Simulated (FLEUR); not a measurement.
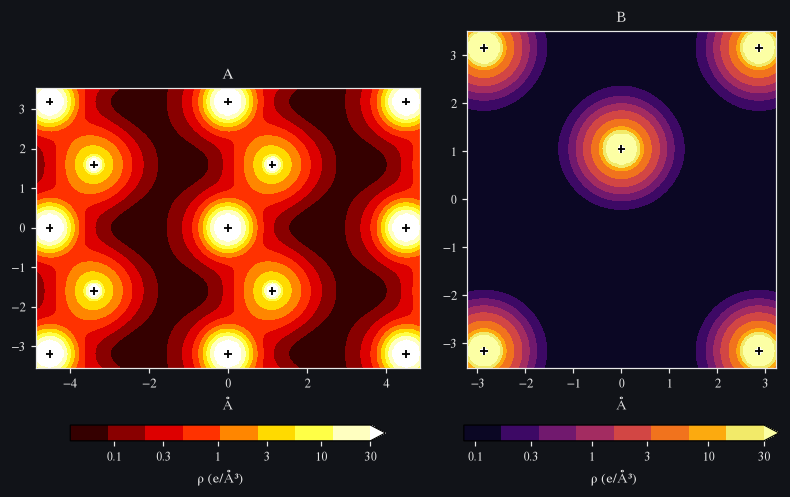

The total electron density of 2 systems, each on a plane through atoms (crosses mark nuclei in the plane).

The calculation used FLEUR, Kohn-Sham DFT of a periodic cell, AM05, all-electron.

System 1: Y, the (110) plane of the conventional cell. Space group P6₃/mmc.

```
CELL_PARAMETERS angstrom
3.64740 0.00000 0.00000
-1.82370 3.15874 0.00000
0.00000 0.00000 5.73060
ATOMIC_POSITIONS crystal
Y 0.66667 0.33333 0.75000
Y 0.33333 0.66667 0.25000
```

System 2: GaN, the (110) plane of the conventional cell. Space group F-43m; a structure from a database of computed crystals, not necessarily the ambient phase.

Question: Match each panel to its system.

Answer: Panel A is system 2, GaN: the plane holds Ga and N. Ga–N (1.95 Å): the density is about 0.74 e/Å³ at the midpoint. Panel B is system 1, Y: the plane holds Y. Y–Y (3.56 Å): the density is about 0.1 e/Å³ at the midpoint.
